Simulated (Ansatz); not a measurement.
## Bi₂Te₃: band-structure calculation

Bi₂Te₃ (5 atoms in the cell), computed with DFT r2SCAN, scalar-relativistic, plane waves, PAW, no spin polarisation (Ansatz 0.2.0).

The structure derives from an entry of the Crystallography Open Database. Figures and captions count atoms from 1; the log counts them from 0 in places.

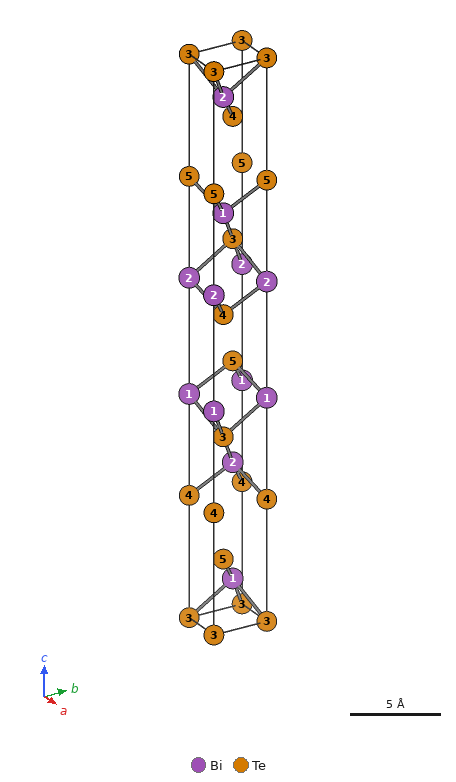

Figure 1. The structure as given in the input (ball-and-stick view of the cell 3 times as large as that of the calculation, set on its symmetry axes, seen slightly off an axis; atoms are numbered from 1 in the order of the input).

Results in brief:

| quantity | value |
| --- | --- |
| outcome | converged |
| space group (tolerance 0.01 Å) | R-3m (166) |
| electrons treated | 78 |
| free energy | −45807.9388 eV |
| Fermi energy | 8.244 eV |
| gap on the k-point mesh | 0.87 eV |
| gap on the band path | 0.87 eV |
| pressure | 0.01 GPa |
| largest force (length of the vector) | 0.001 eV/Å |
| hardware | 4 threads of Arm Neoverse V2, 24 GiB of memory available, shared host |
| wall time | 94 s (CPU time 6.2 min) |
| peak memory | 2.3 GiB |

Spin–orbit coupling is left out, which matters for Bi.

Input file:
```yaml
crystal:
  lattice:
    - [2.2096504504, 1.2757422823, 10.7587647477]
    - [-2.2096504504, 1.2757422823, 10.7587647477]
    - [0.0, -2.5514845647, 10.7587647477]
  atoms:
    - { symbol: Bi, position: [0.3969021855, 0.3969021855, 0.3969021855] }
    - { symbol: Bi, position: [0.6030978145, 0.6030978145, 0.6030978145] }
    - { symbol: Te, position: [0.0, 0.0, 0.0] }
    - { symbol: Te, position: [0.2169335621, 0.2169335621, 0.2169335621] }
    - { symbol: Te, position: [0.7830664379, 0.7830664379, 0.7830664379] }
basis:
  ecutwfc: 500
kpoints:
  mp_grid: { grid: [9, 9, 9] }
  band_path:
    path:
      - [[0.0, 0.0, 0.0], [0.5, 0.5, 0.5], [0.82395966, 0.17604034, 0.5]]
      - [[0.5, -0.17604034, 0.17604034], [0.5, 0.0, 0.0], [0.0, 0.0, 0.0], [0.33802017, -0.33802017, 0.0]]
      - [[0.66197983, 0.0, 0.33802017], [0.5, 0.0, 0.5], [0.0, 0.0, 0.0]]
    npoints: 14
hamiltonian:
  xc: r2scan
scf:
  occupations: { method: gaussian, width: 0.02 }
  n_extra_bands: 12
output:
  forces: true
  stress: true
  eigenvalues: true
  populations: true
  dos: { projected: true, de: 0.02, nscf_kmesh: { grid: [14, 14, 14] } }
  bader: true
  write_density: true
  write_potential: true
  elf: true
  volumetric_format: npy
```

Run as:
```bash
ansatz run input.yaml --threads 4 --pin off --max-ram 10240MiB --backend cpu --events-out ev --progress --plain --runs-dir out
```

Log:
```
basis.fft_grid_basis auto: the FFT boxes are laid along the combinations [[1, -1, 0], [0, 1, 0], [0, -1, 1]] of the cell's own vectors, 4.419, 11.057 and 4.419 Å long. The dense box has 36×81×36 points. Along the cell's own vectors, as sized, it would have 81×81×81, 5.06 times as many. Of the 12 symmetry operations that the crystal satisfies within crystal.symmetry.tolerance (time reversal apart; of a slab, those that keep its plane) the dense box along the cell's own vectors carries 12, and the one as laid loses 8 of those. basis.fft_grid_basis: typed keeps the cell's own vectors: state it where this run's energies or levels are differenced outside the engine with another run's, or held beside a run that keeps those vectors. Those combinations have planes normal to reciprocal vector 3, as the cell's own vectors have. Each planar average written beside output.write_density, output.write_potential has a row for each plane of the box: 36. The volumetric files lie along those combinations, not along the cell's own vectors: a cube or XSF file states them, and fields.json those of NumPy files.
scf.n_extra_bands = 12 over 39 filled bands (N_el = 78.0): the run solves 51 bands
Engine: ansatz 0.2.0, aarch64-unknown-linux-gnu
Pseudopotentials: kind: paw
Pseudopotential: Bi, paw, valence charge 15, recommended cutoff 500 eV (meta_gga), Bi.paw.azcp
Pseudopotential: Te, paw, valence charge 16, recommended cutoff 500 eV (meta_gga), Te.paw.azcp
Functional definition: r2SCAN
  parameter k0 = 0.174
  parameter k1 = 0.065
  parameter a1 = 4.9479
  exchange = r2scan_x(k0 = k0, k1 = k1, a1 = a1)
  correlation = r2scan_c
Crystal: 5 atoms, lattice volume = 181.970 Å³
Basis set: ecut = 500 eV, 4581 PW (Γ), FFT grids on a1−a2, a2, −a2+a3, exchange–correlation on 144×324×144 points (64 copies of the dense FFT grid, shifted against one another)
Bands: 51, of which v1, the nominal top of the filled ones, is band 39 counted from 1 (38 counted from 0)
Symmetry: 12 space group operations
Space group: R-3m (ITA 166), of the structure as read, at distance tolerance 5.7e-5 Å
k-points: 85 of 729
Non-local potential: Bi, projectors of the file, l = 0: 2, l = 1: 2, l = 2: 2, l = 3: 2
Non-local potential: Te, projectors of the file, l = 0: 2, l = 1: 2, l = 2: 2, l = 3: 2
PAW form: soft (Blöchl's): semilocal exchange-correlation on the pseudo side does not see the compensation charge
PAW frozen core: Bi, regenerated for the run's functional (the file was generated under x = pbe(κ = 0.804, μ = 0.2195149727645171), c = pbe(β = 0.06672455060314922))
PAW frozen core: Te, regenerated for the run's functional (the file was generated under x = pbe(κ = 0.804, μ = 0.2195149727645171), c = pbe(β = 0.06672455060314922))
PAW one-centre angular grid: Bi, 590 points (default); XC on 160 Gauss nodes
PAW one-centre angular grid: Te, 590 points (default); XC on 160 Gauss nodes
Initial density: superposition of atomic densities (neutral atoms: chi_scale 0, normalization atom), corrected by the library's trained network
Initial wavefunctions: pseudopotential atomic-orbital guess
Functional: x = r2scan, c = r2scan; τ floored in thin density (d = 2e-4 eV/Å³)
SCF iter   1: F=—  HF=-45807.926110 eV  |F-HF|=—  |Δ(HF+E_count)|=         —  Δρ=3.24e-3  dr2=4.17e-2  dr2_τ=5.70e-3  ethr=1.77e-3  ⟨swp⟩=8.8  Hψ=20818  notcnv=0  defer=62
preconditioner: auto → Resta (q_TF=auto, 2.369 Å⁻¹)  ε∞=3.0  [insulator: Δε(μ)=0.884 eV  Ē_g=10.207 eV  σ=0.020 eV  W_gap=1.00  n_scr=44 (ndim 8)  ℏωp=14.6 eV  f_vac=0.042  D(μ)=0.00/eV (n_scr^D=0)  ε∞_Penn≈3.0]
SCF iter   2: F=—  HF=-45807.938511 eV  |F-HF|=—  |Δ(HF+E_count)|=   1.24e-2  Δρ=1.83e-3  dr2=1.35e-2  dr2_τ=2.35e-4  ethr=5.35e-5  ⟨swp⟩=3.0  Hψ=6577  notcnv=0  defer=403
SCF iter   3: F=—  HF=-45807.938442 eV  |F-HF|=—  |Δ(HF+E_count)|=   6.88e-5  Δρ=1.12e-3  dr2=3.94e-3  dr2_τ=4.94e-5  ethr=1.73e-5  ⟨swp⟩=3.1  Hψ=5510  notcnv=0  defer=403
SCF iter   4: F=—  HF=-45807.938748 eV  |F-HF|=—  |Δ(HF+E_count)|=   3.06e-4  Δρ=3.23e-4  dr2=1.66e-4  dr2_τ=6.31e-6  ethr=5.05e-6  ⟨swp⟩=2.2  Hψ=5119  notcnv=0  defer=403
SCF iter   5: F=—  HF=-45807.938820 eV  |F-HF|=—  |Δ(HF+E_count)|=   7.14e-5  Δρ=8.35e-5  dr2=9.93e-6  dr2_τ=2.63e-7  ethr=2.13e-7  ⟨swp⟩=2.2  Hψ=4973  notcnv=0  defer=403
SCF iter   6: F=—  HF=-45807.938791 eV  |F-HF|=—  |Δ(HF+E_count)|=   2.87e-5  Δρ=1.74e-5  dr2=6.40e-7  dr2_τ=1.22e-8  ethr=1.27e-8  ⟨swp⟩=2.0  Hψ=5186  notcnv=0  defer=403
SCF iter   7: F=-45807.938792 eV  HF=-45807.938792 eV  |F-HF|=7.54e-9  |Δ(HF+E_count)|=   4.83e-7  Δρ=4.48e-6  dr2=3.62e-8  dr2_τ=9.61e-10  ethr=1.28e-10  ⟨swp⟩=19.4  Hψ=40065  notcnv=0
SCF 1 converged in 7 iterations: F = -45807.938792 eV  dr2 = 3.62e-8
  greatest PAW one-centre occupation: 0.997 electrons in one spin orbital (limit 2), on the Te atom at site 4 (counted from 0), in its partial waves of l = 2
NSCF: frozen V_eff on 101 k-points
NSCF: frozen V_eff on 288 k-points
SCF converged after 7 iterations
Free energy (F): -45807.938792 eV
Harris-Foulkes:  -45807.938792 eV  (|F-HF|=7.54e-9)
Internal energy: -45807.938792 eV  (E = F + TS)
E sigma→0 (E₀):  -45807.938792 eV
Fermi energy:    8.244175 eV
--- Per-component energies (eV) ---
  E_band       = -1125.143634
  E_kinetic    = 1139.397678
  E_local      = -7524.837550  (includes V_loc(G=0)·N_el)
  E_nonlocal   = 194.447481
  E_hartree    = 3718.452020
  E_xc         = -627.088696
  E_vxc        = -647.340172  (∫ρ·V_xc dr)
  E_paw        = -35436.118637  (= ΣΔE_a)
  E_vpaw       = -1765.686506  (= ΣTr[D̂ρ^β])
  E_aug_tail   = -0.000680  (compensation charges beyond the density's cutoff)
  E_vtau       = 41.974420  (kinetic-family band-sum trace: ∫τ·v_τ [+ j·A + Jᵃ·Aᵃ] dr)
  E_ewald      = -7274.796070
  E_core_change = 2.605661  (= ΣΔE_core)
  E_smearing   = -0.000000  (= −TS)
  E_closure    = 0.000000  (closes the sum)
  Σ components = -45807.938792   (vs F -45807.938792, Δ=0.00e0)
--- Forces (eV/Å), atoms counted from 1 ---
  atom   1  Bi     0.00000000    -0.00000000     0.00019605
  atom   2  Bi     0.00000000     0.00000000    -0.00019605
  atom   3  Te    -0.00000000     0.00000000    -0.00000000
  atom   4  Te     0.00000000    -0.00000000     0.00070652
  atom   5  Te     0.00000000     0.00000000    -0.00070652
  max |Σ_I F_I| component: 7.89e-31 eV/Å
--- Stress (GPa, compression-positive) ---
        0.005213       0.000000      -0.000000
        0.000000       0.005213      -0.000000
        0.000000      -0.000000       0.017107
  P = ⅓ Tr σ = 0.0092 GPa (0.092 kbar)
--- Band table (eV; the first three rows and the last of 85) ---
  k-point 0: bands = ["-29.3186", "-29.3186", "-29.3183", "-29.3183", "-29.3016", "-29.3016", "-29.3008", "-29.3008", "-29.2928", "-29.2927", "-29.1478", "-29.1423", "-29.1423", "-29.1097", "-29.1097", "-15.9335", "-15.9335", "-15.9317", "-15.9317", "-15.9244", "-15.9233", "-15.9204", "-15.9204", "-15.9192", "-15.9192", "-5.5468", "-4.9771", "-3.3574", "-1.1228", "-0.2757", "6.0084", "6.0432", "6.2814", "6.2814", "6.4474", "6.4474", "7.1493", "7.1493", "7.8110", "8.6774", "9.0868", "9.0868", "10.1539", "10.2752", "10.2752", "13.4709", "14.5064", "14.5064", "14.5125", "14.8116", "15.3249"]
  k-point 1: bands = ["-29.3186", "-29.3185", "-29.3183", "-29.3182", "-29.3016", "-29.3016", "-29.3008", "-29.3007", "-29.2927", "-29.2926", "-29.1477", "-29.1423", "-29.1423", "-29.1097", "-29.1096", "-15.9346", "-15.9327", "-15.9323", "-15.9305", "-15.9236", "-15.9225", "-15.9210", "-15.9204", "-15.9197", "-15.9189", "-5.4362", "-4.8768", "-3.2887", "-1.1900", "-0.4228", "5.2622", "5.3901", "5.9191", "6.1796", "6.4092", "6.7609", "7.0765", "7.0968", "7.4364", "9.1769", "9.4272", "9.6165", "10.0537", "10.3388", "10.6701", "13.3348", "13.7557", "14.6358", "14.6537", "15.0264", "15.4460"]
  k-point 2: bands = ["-29.3186", "-29.3183", "-29.3182", "-29.3178", "-29.3017", "-29.3017", "-29.3010", "-29.3007", "-29.2925", "-29.2924", "-29.1475", "-29.1424", "-29.1423", "-29.1097", "-29.1092", "-15.9379", "-15.9357", "-15.9299", "-15.9281", "-15.9236", "-15.9216", "-15.9207", "-15.9194", "-15.9190", "-15.9180", "-5.1104", "-4.5884", "-3.1064", "-1.4483", "-0.8362", "4.3328", "4.8171", "5.1940", "5.4391", "5.9735", "6.5304", "6.9536", "7.1141", "7.4799", "9.2855", "9.7803", "9.7858", "10.6742", "10.7346", "11.7367", "12.6001", "13.9413", "14.8246", "15.1172", "15.2067", "15.3670"]
  k-point 84: bands = ["-29.3186", "-29.3185", "-29.3183", "-29.3182", "-29.3016", "-29.3016", "-29.3008", "-29.3007", "-29.2927", "-29.2926", "-29.1477", "-29.1423", "-29.1423", "-29.1097", "-29.1096", "-15.9346", "-15.9327", "-15.9323", "-15.9305", "-15.9236", "-15.9225", "-15.9210", "-15.9204", "-15.9197", "-15.9189", "-5.3852", "-4.9809", "-3.1157", "-1.5384", "-0.1675", "5.2460", "5.5129", "5.9817", "6.1280", "6.2603", "6.2709", "7.2103", "7.3876", "7.7118", "8.9064", "9.3327", "9.4909", "10.2138", "10.3894", "10.7899", "13.4361", "13.7751", "14.4906", "14.5745", "15.0995", "15.4283"]
--- Löwdin populations: 5 sites ---
  site symbol       q [e]
     0     Bi     14.5546
     1     Bi     14.5546
     2     Te     16.3585
     3     Te     16.1751
     4     Te     16.1751
  spilling = 0.002334 (of n_electrons = 78.000000)
--- Bader charges: 5 sites ---
  site symbol  charge [e]  shift [e]
     0     Bi      0.7911     0.0000
     1     Bi      0.7911     0.0000
     2     Te     -0.6856     0.0000
     3     Te     -0.4483     0.0000
     4     Te     -0.4483     0.0000
  estimated error of the sums over rays = 3.4e-4 e
```

File bader_charges.tsv:
```
# site	symbol	x_ang	y_ang	z_ang	partial_charge_e	electrons	volume_ang3	relative_density_drop	shared_charge_e	partial_wave_shift_e
# quadrature_error_electrons = 3.4e-4
0	Bi	0.0000	0.0000	12.8105	0.79112	82.20888	27.51	-	0.79112	0.00000
1	Bi	0.0000	0.0000	19.4658	0.79114	82.20886	27.51	-	0.79114	0.00000
2	Te	0.0000	0.0000	0.0000	-0.68562	52.68562	38.54	-	-0.68562	0.00000
3	Te	0.0000	0.0000	7.0018	-0.44832	52.44832	44.21	-	-0.44832	0.00000
4	Te	0.0000	0.0000	25.2745	-0.44832	52.44832	44.21	-	-0.44832	0.00000
```

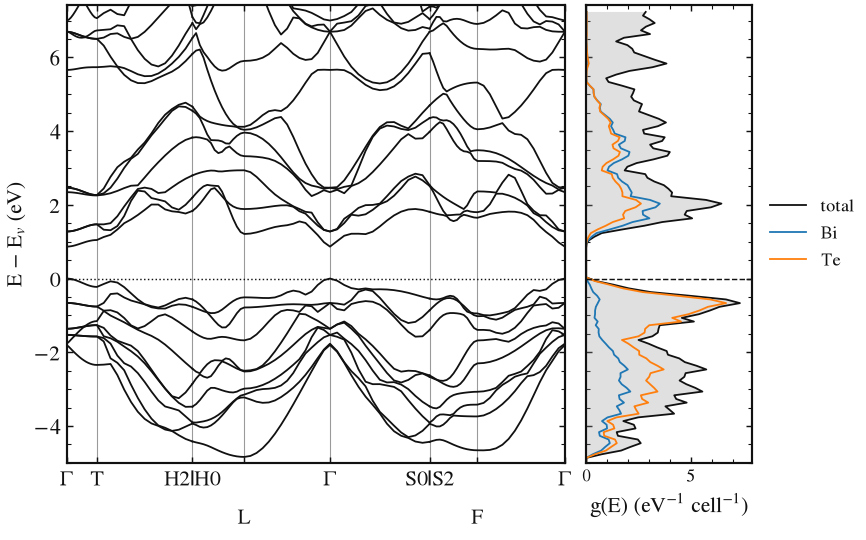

Figure 2. Band structure along Γ–T–H2|H0–L–Γ–S0|S2–F–Γ and density of states (projected on Löwdin-orthogonalised atomic shells), with energies from the valence-band top. There is a gap of 0.87 eV on this path, direct, at Γ.

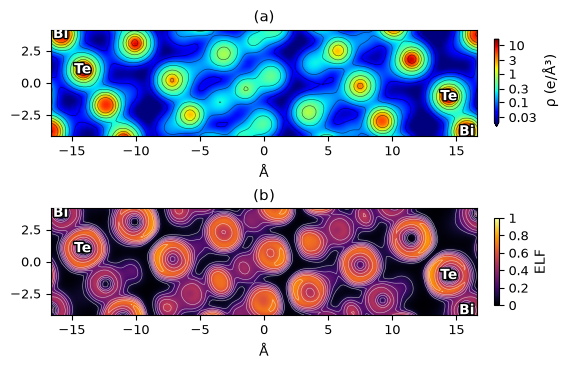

Figure 3. (a) valence electron density; (b) ELF on the (111) plane of the conventional cell. The section cuts through Bi and Te sites. Bi–Te (3.07 Å): ρ at the midpoint is about 0.29 e/Å³; the ELF peaks at about 0.70 in the valence shell of Te, 1.3 Å from its nucleus, and drops to about 0.35 between the two atoms. Bi–Te (3.27 Å): ρ is about 0.2 e/Å³ halfway; the ELF peaks at about 0.65 in the valence shell of Te, 1.3 Å from its nucleus, and drops to about 0.30 between the two atoms. Away from the nuclei the density in this plane falls to 0.007 e/Å³ at its lowest. The strong features right at Bi lie inside the PAW spheres (semicore, d or f shells) and say nothing about bonding. In a PAW calculation such maps are meaningful between the atoms, not at the nuclei.

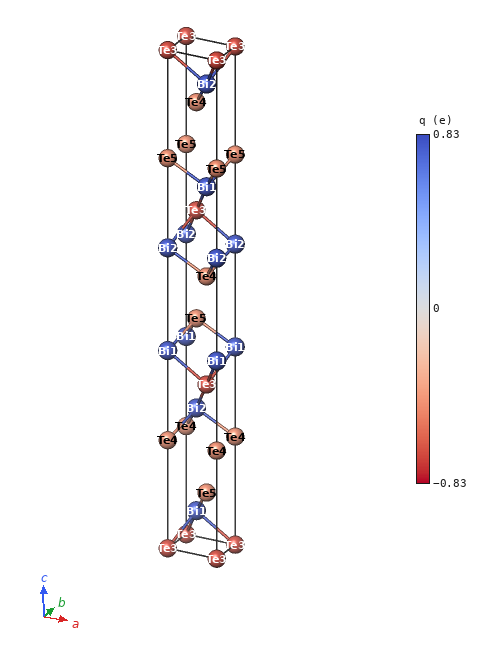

Figure 4. Bader charges, as the colour of each atom (ball-and-stick view of the cell 3 times as large as that of the calculation, set on its symmetry axes, seen slightly off an axis; atoms are numbered from 1 in the order of the input). By element: Bi +0.79 and Te −0.69 to −0.45 e.
